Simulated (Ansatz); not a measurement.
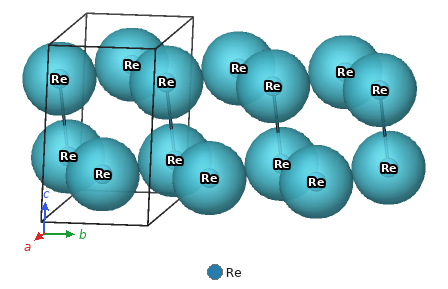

*Re. Isosurface of the valence electron density at 1 e/Å³ (cyan), seen slightly off an axis. Sticks mark near contacts.*

Space group C2/m; a structure from a database of computed crystals, not necessarily the ambient phase; changed on purpose from its base cell (engineering shear strain xz +0.0000, engineering shear strain yz -0.2200); not relaxed (largest force 0.9 eV/Å); computed pressure about 14 GPa in this cell; computed without spin polarisation.

Computed with DFT PBEsol, scalar-relativistic, plane waves, PAW in Ansatz.

Core electrons are frozen (PAW), and the valence fields are smoothed inside the atomic spheres.

### What does this surface tell about the bonding?

At this value the density breaks into separate islands; it holds about 65 % of the electrons treated as valence (semicore included). It bridges none of the near contacts. It is pinched off along the shortest Re–Re (2.45 Å) and Re–Re (2.60 Å) contacts. On the grid the lowest density along these lines, outside the cores, is 0.74 e/Å³ (Re–Re, 2.45 Å) and 0.55 e/Å³ (Re–Re, 2.60 Å).

### Does the calculation give a band gap?

It is metallic or semimetallic at this level of theory: no gap opens.
